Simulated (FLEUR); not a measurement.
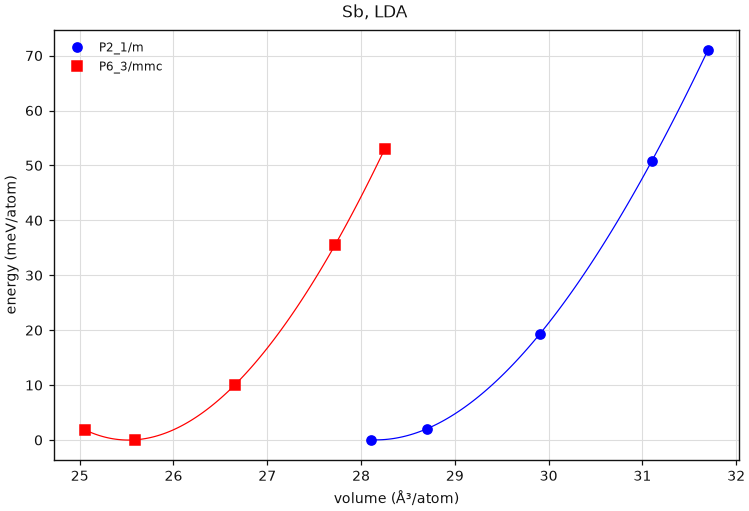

Plotted: energy against volume, with one curve for each structure, for Sb. Each energy curve has its own zero, so the curves don't rank the structures.

Calculation (FLEUR MaX-R8.1 (later development tree)): all-electron LAPW DFT, no spin polarisation; energies at scaled volumes of the given cell, shape and fractions fixed, counted from the fit's minimum, third-order Birch-Murnaghan fit. Level: LDA.

| setting | value |
| --- | --- |
| occupations | Fermi–Dirac |
| smearing width | 0.05 eV |
| potentials | all electron |

Settings that differ: P2_1/m: k mesh 9×6×6; P6_3/mmc: k mesh 9×9×5.

**Order the curves by fitted equilibrium volume, smallest first.**

P6_3/mmc 25.520, P2_1/m 28.158 Å³/atom.

**Order the curves by fitted bulk modulus, smallest first.**

P2_1/m 63.7, P6_3/mmc 68.5 GPa.

Caveats: the fit and the printed pressures don't fully agree, or the minimum lies near the end of the range (P2_1/m); shape and atomic fractions are frozen while scaling, which makes layered, chain and framework solids too stiff.
